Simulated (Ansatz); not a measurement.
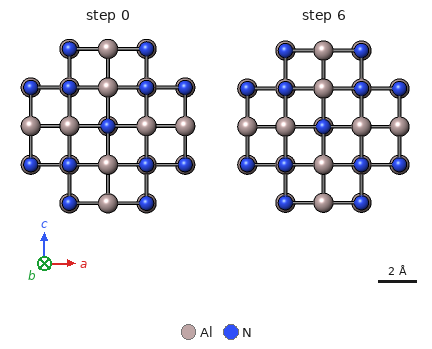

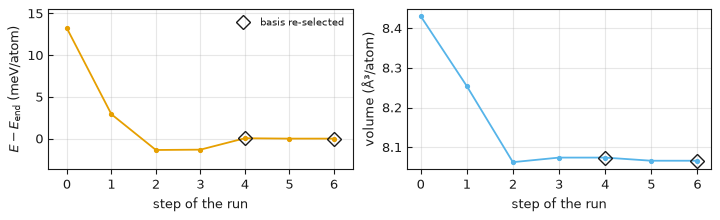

First and last geometry of a relaxation of solid AlN (built on the rocksalt type), with the history of the run. A ball-and-stick model of the conventional cell (4 times the calculation's cell), seen along the b axis. Lengths and directions refer to the drawn axes.

All numbers below come from Ansatz, DFT, LDA, plane waves, PAW.

The input:
```yaml
crystal:
  lattice:
    - [0.0, 2.0352516422, 2.0352516422]
    - [2.0352516422, 0.0, 2.0352516422]
    - [2.0352516422, 2.0352516422, 0.0]
  atoms:
    - { symbol: Al, position: [0.0, 0.0, 0.0] }
    - { symbol: "N", position: [0.5, 0.5, 0.5] }
kpoints:
  mp_grid: { grid: [10, 10, 10] }
hamiltonian:
  xc: lda
scf:
  occupations: { method: fermi_dirac, width: 0.02 }
relax:
  f_tol: 0.005
  cell: {}
```

Command:
```bash
ansatz run input.yaml --threads 2 --pin off --max-ram 2211MiB --backend cpu --events-out ev --progress --plain --runs-dir out
```

Did the run converge, and what did it change?

Answer. It converged. The energy falls by 13.2 meV per atom in 4 accepted moves (6 points after the start). All forces vanish by symmetry, so only the cell relaxes. The pressure goes from −11.22 to 0.00 GPa. The SCF was repeated twice at an unchanged geometry on a basis and grid sized afresh for the cell, which shifted the energy by 1.4 meV per atom at most. The atoms keep their places relative to the cell (all moves are under 0.005 Å). Cell: a = b = c 4.071 → 4.011 Å (−1.5 %). Volume −4.3 %. Near-neighbour distances that change, for instance: Al1–N2 2.035 → 2.005 Å. The space group stays Fm-3m (No. 225). Cost: 3.7 s on 2 threads of Arm Neoverse N1, with other jobs on the host, peak memory 0.26 GiB.
